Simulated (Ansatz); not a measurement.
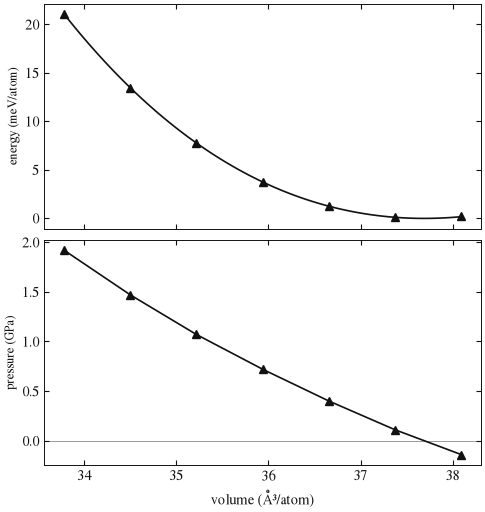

The picture above shows the energy and pressure against volume for KBr, space group Fm-3m (No. 225).

The given structure:
```cif
data_structure
_symmetry_space_group_name_H-M 'P 1'
_symmetry_Int_Tables_number 1
_cell_length_a 4.6669
_cell_length_b 4.6669
_cell_length_c 4.6669
_cell_angle_alpha 60.000
_cell_angle_beta 60.000
_cell_angle_gamma 60.000
_cell_volume 71.87
loop_
_atom_site_label
_atom_site_type_symbol
_atom_site_fract_x
_atom_site_fract_y
_atom_site_fract_z
_atom_site_occupancy
Br1 Br 0.50000 0.50000 0.50000 1
K1 K 0.00000 0.00000 0.00000 1
```

Calculation (Ansatz 0.2.0): plane-wave DFT, no spin polarisation; energies at scaled volumes of the given cell, shape and fractions fixed, counted from the fit's minimum, third-order Birch-Murnaghan fit. Level: PBE.

- k mesh: 7×7×7
- occupations: fixed
- potentials: Ansatz PAW
- wave cutoff: 420 eV
- density cutoff: 1680 eV

**How stiff is the solid, and where is its volume at rest?**

A third-order Birch–Murnaghan fit gives V0 = 37.69 Å³/atom, B0 = 13.5 GPa and B′ = 4.8.

**How does the pressure vary with volume?**

It falls from 1.92 GPa at volume 33.78 Å³/atom to −0.14 GPa at 38.09 Å³/atom, and changes sign near 37.69 Å³/atom.

The computed values:

```json
{"volume (Å³/atom)": "33.78", "energy (meV/atom)": "21.02", "pressure (GPa)": "1.92"}
{"volume (Å³/atom)": "34.50", "energy (meV/atom)": "13.44", "pressure (GPa)": "1.47"}
{"volume (Å³/atom)": "35.22", "energy (meV/atom)": "7.75", "pressure (GPa)": "1.07"}
{"volume (Å³/atom)": "35.94", "energy (meV/atom)": "3.75", "pressure (GPa)": "0.72"}
{"volume (Å³/atom)": "36.66", "energy (meV/atom)": "1.25", "pressure (GPa)": "0.40"}
{"volume (Å³/atom)": "37.37", "energy (meV/atom)": "0.11", "pressure (GPa)": "0.11"}
{"volume (Å³/atom)": "38.09", "energy (meV/atom)": "0.18", "pressure (GPa)": "-0.14"}
```
